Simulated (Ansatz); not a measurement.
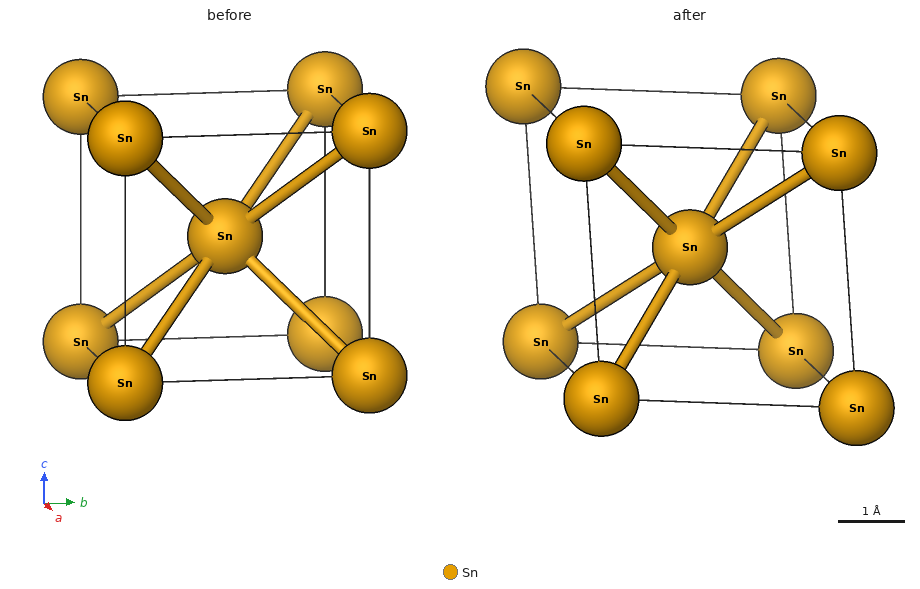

Left: a symmetric starting cell of Sn. Right: the same structure after one change, at the same scale. Style: ball-and-stick. Shown: the conventional cell (2 times the calculation's cell), slightly off an axis. Lengths and directions refer to the drawn axes.

The calculation used DFT PBEsol, scalar-relativistic, plane waves, PAW in Ansatz. Set-up: plane-wave cutoff 420 eV; k-point mesh 15 × 15 × 15; occupations gaussian; smearing width 0.1 eV; no spin polarisation.

Question: What distinguishes the right structure from the left one?

Answer: The cell is strained by +15.4 % along [1 1 −1] and −2.6 % across it (volume +9.5 %), the atoms keeping their fractional coordinates. No relaxation follows. The starting cell wasn't computed here and needn't be at equilibrium, so pressure and forces aren't due to the change alone.

Question: What does the change do?

Answer: Some distances before and after: Sn–Sn 3.282 → 3.267 to 3.787 Å. The space group (tolerance 0.01 Å) goes from Im-3m (No. 229) to R-3m (No. 166). The pressure is −4.5 GPa (not all of it need come from the change, since the unchanged cell can be under pressure at this level too). The principal stresses (compression positive) are −5.4 GPa along [1 1 −1] and −4.1 GPa across it. All forces vanish by symmetry.
